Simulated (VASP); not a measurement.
# Run report: W$_{7}$S$_{16}$, single-point calculation (part 4 of 4)

W$_{7}$S$_{16}$ (defect cell, 23 atoms in the cell); Kohn-Sham DFT of a periodic cell, PBEsol, VASP PAW PBE potentials, recommended, spin-polarised (VASP 6.6.1); cutoff 350 eV, 4×4×2 k-mesh, Gaussian smearing of 0.03 eV, collinear spins. The structure derives from an entry of the Crystallography Open Database.

Geometry of the input (Å; fractional positions):
```
6.3064  0.0000  0.0000
-3.1532  5.4615  0.0000
0.0000  0.0000  12.3230
W  0.1797  0.8421  0.2500
W  0.6594  0.3226  0.2500
W  0.6601  0.8428  0.2506
W  0.3337  0.1669  0.7502
W  0.3338  0.6669  0.7503
W  0.8337  0.1669  0.7502
W  0.8336  0.6670  0.7502
S  0.1671  0.3337  0.6233
S  0.1671  0.8335  0.6232
S  0.6669  0.3334  0.6232
S  0.6670  0.8335  0.6232
S  0.3427  0.1835  0.1259
S  0.3269  0.6791  0.1217
S  0.8311  0.1586  0.1242
S  0.8329  0.6701  0.1273
S  0.1670  0.3335  0.8772
S  0.1672  0.8338  0.8773
S  0.6672  0.3337  0.8774
S  0.6671  0.8337  0.8773
S  0.3242  0.1527  0.3778
S  0.3415  0.6627  0.3738
S  0.8283  0.1773  0.3773
S  0.8329  0.6683  0.3733
```

**Parts of OUTCAR, continued**
```
     66       2.3098      1.00000
     67       2.3813      1.00000
     68       2.5129      1.00000
     69       2.6437      1.00000
     70       2.7325      1.00000
     71       2.7941      1.00000
     72       2.9584      1.00000
     73       2.9794      1.00000
     74       3.1474      1.00000
     75       3.3780      1.00000
     76       3.3822      1.00000
     77       3.4188      1.00000
     78       3.4512      1.00000
     79       3.4712      1.00000
     80       4.0263      1.00000
     81       4.1541      1.00000
     82       4.1691      1.00000
     83       4.1897      1.00000
     84       4.2468      1.00000
     85       4.2669      1.00000
     86       4.3265      1.00000
     87       4.4148      1.00000
     88       4.8994      1.00000
     89       4.9911      1.00000
     90       5.0897      1.00000
     91       5.2228      1.00000
     92       5.2283      1.00000
     93       5.2965      1.00000
     94       5.4871      1.00000
     95       5.5276      1.00000
     96       5.5495      1.00000
     97       6.3294      1.00000
     98       6.6618      0.00000
     99       6.9251      0.00000
    100       6.9322      0.00000
    101       8.0941      0.00000
    102       8.1631      0.00000
    103       8.3838      0.00000
    104       8.6788      0.00000
    105       8.6921      0.00000
    106       8.7605      0.00000
    107       8.7832      0.00000
    108       8.8834      0.00000
    109       9.0668      0.00000

 [... the levels of 14 k-points are left out ...]

 k-point    20 :       0.5000    0.2500    0.5000
  band No.  band energies     occupation
      1     -68.1993      1.00000
      2     -68.1897      1.00000
      3     -68.1859      1.00000
      4     -67.7527      1.00000
      5     -67.7469      1.00000
      6     -67.7440      1.00000
      7     -67.7367      1.00000
      8     -32.5707      1.00000
      9     -32.5621      1.00000
     10     -32.5263      1.00000
     11     -32.4418      1.00000
     12     -32.4030      1.00000
     13     -32.3829      1.00000
     14     -32.3763      1.00000
     15     -32.3627      1.00000
     16     -32.3136      1.00000
     17     -32.1529      1.00000
     18     -32.1073      1.00000
     19     -32.1070      1.00000
     20     -32.0474      1.00000
     21     -32.0062      1.00000
     22     -31.9899      1.00000
     23     -31.9830      1.00000
     24     -31.9800      1.00000
     25     -31.9567      1.00000
     26     -31.9321      1.00000
     27     -31.9315      1.00000
     28     -31.8874      1.00000
     29      -7.9918      1.00000
     30      -7.8616      1.00000
     31      -7.2002      1.00000
     32      -7.1967      1.00000
     33      -7.0786      1.00000
     34      -6.7620      1.00000
     35      -6.6787      1.00000
     36      -6.5873      1.00000
     37      -6.4654      1.00000
     38      -6.3770      1.00000
     39      -6.2282      1.00000
     40      -6.2088      1.00000
     41      -6.1086      1.00000
     42      -5.9812      1.00000
     43      -5.8308      1.00000
     44      -5.5942      1.00000
     45       0.3250      1.00000
     46       0.3337      1.00000
     47       0.3534      1.00000
     48       0.4076      1.00000
     49       0.4372      1.00000
     50       0.4443      1.00000
     51       0.5563      1.00000
     52       0.6720      1.00000
     53       0.9363      1.00000
     54       1.1374      1.00000
     55       1.3373      1.00000
     56       1.4069      1.00000
     57       1.4817      1.00000
     58       1.6110      1.00000
     59       1.6956      1.00000
     60       1.7676      1.00000
     61       1.7910      1.00000
     62       1.8300      1.00000
     63       1.9959      1.00000
     64       2.1827      1.00000
     65       2.3078      1.00000
     66       2.3689      1.00000
     67       2.5205      1.00000
     68       2.5723      1.00000
     69       2.6868      1.00000
     70       2.7242      1.00000
     71       2.7786      1.00000
     72       2.9156      1.00000
     73       3.0090      1.00000
     74       3.0651      1.00000
     75       3.1748      1.00000
     76       3.2453      1.00000
     77       3.6494      1.00000
     78       3.7839      1.00000
     79       3.8202      1.00000
     80       3.8330      1.00000
     81       3.8840      1.00000
     82       3.9619      1.00000
     83       4.0481      1.00000
     84       4.1817      1.00000
     85       4.5267      1.00000
     86       4.5699      1.00000
     87       4.7192      1.00000
     88       4.7289      1.00000
     89       4.8968      1.00000
     90       4.9459      1.00000
     91       5.2012      1.00000
     92       5.2222      1.00000
     93       5.2506      1.00000
     94       5.5242      1.00000
     95       5.6181      1.00000
     96       5.9530      1.00000
     97       6.2915      1.00000
     98       6.6099      0.00141
     99       6.8171      0.00000
    100       7.1662      0.00000
    101       8.0934      0.00000
    102       8.2887      0.00000
    103       8.3297      0.00000
    104       8.3362      0.00000
    105       8.3651      0.00000
    106       8.4569      0.00000
    107       8.7255      0.00000
    108       8.8410      0.00000
    109       8.9022      0.00000
 [bands above 109 left out]

------------------------ aborting loop because EDIFF is reached ----------------------------------------

  FORCE on cell =-STRESS in cart. coord.  units (eV):
  Direction    XX          YY          ZZ          XY          YZ          ZX
  --------------------------------------------------------------------------------------
  -------------------------------------------------------------------------------------
  Total        0.0160111     -0.0208658      0.7639013      0.0852735     -0.3276990      0.1091067
  in kB        0.0604395     -0.0787654      2.8836181      0.3218952     -1.2370167      0.4118621
  external PRESSURE =       0.9550974 kB  Pullay stress =       0.0000000 kB

 VOLUME and BASIS-vectors are now :
 -----------------------------------------------------------------------------
  energy-cutoff  :      350.00
  volume of cell :      424.43
      direct lattice vectors                 reciprocal lattice vectors
     6.306400000  0.000000000  0.000000000     0.158569073  0.091549897  0.000000000
    -3.153200000  5.461502606  0.000000000     0.000000000  0.183099794  0.000000000
     0.000000000  0.000000000 12.323000000     0.000000000  0.000000000  0.081149071

 POSITION                                       TOTAL-FORCE (eV/Angst)
 -----------------------------------------------------------------------------------
     -1.52191      4.59887      3.08101         0.070779      0.050244      0.029347
      3.14110      1.76202      3.08054         0.020140     -0.038447     -0.060021
      1.50547      4.60308      3.08837        -0.033328      0.021658      0.047190
      1.57850      0.91132      9.24429         0.004999      0.009895      0.020064
      0.00196      3.64231      9.24542        -0.006796      0.014223      0.009868
      4.73153      0.91150      9.24460        -0.018300      0.000388      0.010673
      3.15425      3.64258      9.24483         0.015640     -0.008700      0.007464
      0.00146      1.82253      7.68105         0.002491     -0.007453     -0.012972
     -1.57417      4.55201      7.67958        -0.001335     -0.006030     -0.008490
      3.15448      1.82098      7.67942        -0.000462      0.013390     -0.000810
      1.57829      4.55235      7.67924        -0.006052      0.007630     -0.012783
      1.58289      1.00200      1.55197        -0.019250     -0.027883      0.021652
     -0.07963      3.70900      1.49932         0.018329      0.041630      0.006613
      4.74141      0.86606      1.53079        -0.047558      0.037012      0.003815
      3.13943      3.65974      1.56879         0.002343     -0.004750     -0.038952
      0.00137      1.82131     10.80943         0.004827      0.003223     -0.002460
     -1.57490      4.55374     10.81039        -0.008478     -0.002228     -0.001961
      3.15536      1.82227     10.81159        -0.005018     -0.007968     -0.013195
      1.57793      4.55318     10.81053         0.001413     -0.005759     -0.000695
      1.56300      0.83392      4.65558         0.045040      0.003419     -0.005324
      0.06394      3.61943      4.60592        -0.035342     -0.002002     -0.015701
      4.66463      0.96812      4.64965        -0.006031     -0.083865     -0.002125
      3.14524      3.64992      4.59957         0.001950     -0.007630      0.018804
 -----------------------------------------------------------------------------------
    total drift:                                0.004299     -0.002428     -0.009436

  FREE ENERGIE OF THE ION-ELECTRON SYSTEM (eV)
  ---------------------------------------------------
  free  energy   TOTEN  =      -181.8512152007 eV

  energy  without entropy=     -181.8503524625  energy(sigma->0) =     -181.85078383

 total charge

# of ion       s       p       d       tot
------------------------------------------
    1        2.350   6.351   3.354  12.054
    2        2.349   6.350   3.353  12.053
    3        2.349   6.350   3.353  12.053
    4        2.326   6.337   3.413  12.076
    5        2.326   6.338   3.413  12.077
    6        2.326   6.337   3.413  12.076
    7        2.326   6.337   3.413  12.076
    8        1.354   2.344   0.000   3.698
    9        1.354   2.343   0.000   3.697
   10        1.354   2.343   0.000   3.697
   11        1.354   2.343   0.000   3.697
   12        1.367   2.295   0.000   3.662
   13        1.366   2.295   0.000   3.661
   14        1.366   2.297   0.000   3.663
   15        1.358   2.326   0.000   3.683
   16        1.354   2.344   0.000   3.698
   17        1.354   2.343   0.000   3.697
   18        1.354   2.342   0.000   3.696
   19        1.354   2.343   0.000   3.697
   20        1.366   2.295   0.000   3.661
   21        1.367   2.295   0.000   3.662
   22        1.366   2.297   0.000   3.663
   23        1.358   2.325   0.000   3.683
--------------------------------------------------
tot         38.095  81.568  23.713 143.376

 magnetization (x)

# of ion       s       p       d       tot
------------------------------------------
    1        0.000   0.000   0.000   0.000
    2        0.000   0.000   0.000   0.000
    3        0.000   0.000   0.000   0.000
    4       -0.000  -0.000  -0.000  -0.000
    5       -0.000  -0.000  -0.000  -0.000
    6       -0.000  -0.000  -0.000  -0.000
    7       -0.000  -0.000  -0.000  -0.000
    8       -0.000   0.000   0.000   0.000
    9       -0.000   0.000   0.000   0.000
   10       -0.000   0.000   0.000  -0.000
   11       -0.000   0.000   0.000   0.000
   12       -0.000  -0.000   0.000  -0.000
   13       -0.000  -0.000   0.000  -0.000
   14       -0.000  -0.000   0.000  -0.000
   15       -0.000  -0.000   0.000  -0.000
   16       -0.000   0.000   0.000  -0.000
   17       -0.000   0.000   0.000   0.000
   18       -0.000   0.000   0.000  -0.000
   19       -0.000   0.000   0.000  -0.000
   20       -0.000  -0.000   0.000  -0.000
   21       -0.000  -0.000   0.000  -0.000
   22       -0.000  -0.000   0.000  -0.000
   23       -0.000  -0.000   0.000  -0.000
--------------------------------------------------
tot         -0.000  -0.000  -0.000  -0.001
```

**CONTCAR**
```
W7S16
   1.00000000000000
     6.3064000000000000    0.0000000000000000    0.0000000000000000
    -3.1532000000000000    5.4615026063999998    0.0000000000000000
     0.0000000000000000    0.0000000000000000   12.3230000000000004
  W               S
     7    16
Direct
     0.1796974311859785    0.8420519375112789    0.2500209639084972
     0.6593939961083493    0.3226257063239117    0.2499828277778278
     0.6601313909846738    0.8428223156770187    0.2506186806186363
     0.3337331309808818    0.1668629916033879    0.7501651643800642
     0.3337632228537757    0.6669061869077595    0.7502568758440944
     0.8337222120749246    0.1668953810213480    0.7501906022455742
     0.8336446868684533    0.6669555171922710    0.7502093854555767
     0.1670836242569322    0.3337043117106901    0.6233100487458785
     0.1671204261605865    0.8334717360501287    0.6231906371070224
     0.6669132662053769    0.3334213944892639    0.6231776042179007
     0.6670347528227794    0.8335342128034853    0.6231628194796741
     0.3427312689996640    0.1834665491906335    0.1259408129538500
     0.3269324003072782    0.6791176602835662    0.1216680790836833
     0.8311288339703893    0.1585750730089188    0.1242219427079263
     0.8328651803344655    0.6700968788647756    0.1273060062083502
     0.1669578025492555    0.3334811670001940    0.8771752319487405
     0.1671637563265449    0.8337894501470373    0.8772527032167332
     0.6671708648472148    0.3336570894288968    0.8773504006342208
     0.6670529950130728    0.8336854081174891    0.8772645832405033
     0.3241891113880939    0.1526900023148201    0.3777957733220560
     0.3414975676120662    0.6627176916908155    0.3737665065775033
     0.8282971370501429    0.1772617913524144    0.3773147367930960
     0.8328869410990762    0.6682995473099069    0.3732506135325764

  0.00000000E+00  0.00000000E+00  0.00000000E+00
  0.00000000E+00  0.00000000E+00  0.00000000E+00
  0.00000000E+00  0.00000000E+00  0.00000000E+00
  0.00000000E+00  0.00000000E+00  0.00000000E+00
  0.00000000E+00  0.00000000E+00  0.00000000E+00
  0.00000000E+00  0.00000000E+00  0.00000000E+00
  0.00000000E+00  0.00000000E+00  0.00000000E+00
  0.00000000E+00  0.00000000E+00  0.00000000E+00
  0.00000000E+00  0.00000000E+00  0.00000000E+00
  0.00000000E+00  0.00000000E+00  0.00000000E+00
  0.00000000E+00  0.00000000E+00  0.00000000E+00
  0.00000000E+00  0.00000000E+00  0.00000000E+00
  0.00000000E+00  0.00000000E+00  0.00000000E+00
  0.00000000E+00  0.00000000E+00  0.00000000E+00
  0.00000000E+00  0.00000000E+00  0.00000000E+00
  0.00000000E+00  0.00000000E+00  0.00000000E+00
  0.00000000E+00  0.00000000E+00  0.00000000E+00
  0.00000000E+00  0.00000000E+00  0.00000000E+00
  0.00000000E+00  0.00000000E+00  0.00000000E+00
  0.00000000E+00  0.00000000E+00  0.00000000E+00
  0.00000000E+00  0.00000000E+00  0.00000000E+00
  0.00000000E+00  0.00000000E+00  0.00000000E+00
  0.00000000E+00  0.00000000E+00  0.00000000E+00
```

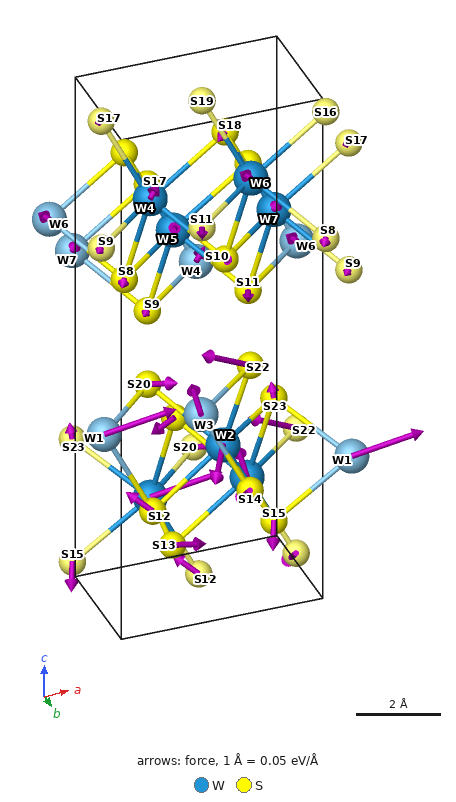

Figure 1. Forces on the atoms as pink arrows (ball-and-stick view of the cell of the calculation, seen at an oblique angle; neighbours outside the cell are drawn fainter; atoms are numbered from 1 in the order of the input); the smallest are left out. The largest act on W1 (0.09 eV/Å); S22 (0.08 eV/Å); W2 (0.07 eV/Å); W3 (0.06 eV/Å), among others. The geometry is not a stationary point of this energy.

**Results in brief**

```json
{"quantity": "outcome", "value": "converged"}
{"quantity": "electrons treated", "value": "194"}
{"quantity": "free energy", "value": "−181.8512 eV"}
{"quantity": "gap on the k-point mesh", "value": "0.06 eV"}
{"quantity": "net moment of the cell (fixed by the input)", "value": "0.01 μB"}
{"quantity": "pressure", "value": "0.10 GPa"}
{"quantity": "largest force (length of the vector)", "value": "0.092 eV/Å"}
{"quantity": "wall time", "value": "5.5 min (CPU time 21 min)"}
{"quantity": "peak memory", "value": "0.87 GiB"}
```

**Remarks**

Spin–orbit coupling is left out, which matters for W.
